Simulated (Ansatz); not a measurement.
# A thicker film of KBr (001) from two thinner ones

In a field along its normal an insulating film takes a dipole p. Written as a length, p/(ε₀AE), it should grow by 1 − 1/ε for each ångström added.

How it was computed: Ansatz 0.2.0, plane waves with PAW datasets (its set soft_2), PBE; rocksalt films relaxed at a bulk in-plane lattice constant near the measured one, then held in weak fields of both signs with a dipole correction (A is the cell's area, E the outer field).

```
    run  distance between the outer atoms (Å)  p/(ε₀AE) (Å)
3 units                                 6.768         6.291
5 units                                13.516        10.357
8 units                                23.631             ?
```

Q: Estimate the withheld value from the rows shown.

Two rows fix a line: slope = (10.357 − 6.291) / (13.516 − 6.768) = 0.6025, intercept 2.2134. That slope means ε = 1/(1 − 0.6025) = 2.52. At 23.631 it gives 0.6025 × 23.631 + 2.2134 = 16.451 Å, beyond the rows fitted. Rounding of the rows alone allows about ±0.003 Å there; two rows can't show whether the line holds.

The run itself gives 16.457 Å: a miss of +0.006 Å, or 0.0 % of the value. The length is met to within 1 %, though ε is more sensitive than the length: the two thickest films give ε = 2.52.

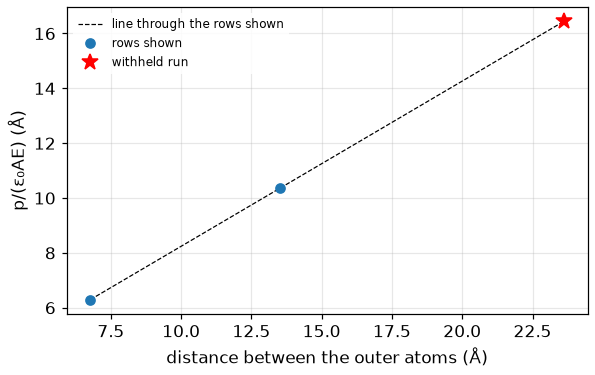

The fit and the withheld run.

**Limits.** This is the electronic response alone. A unit is one step of the cut along the normal (a plane, a pair of planes or a cell), and the layers relax along it, away from their bulk spacing where the functional's lattice constant differs from the one held.

[Logs are printed without paths, hosts, clocks, repeated set-up lines and the standing remarks that a program may print on its own settings, such as how far it seeks lower states.]
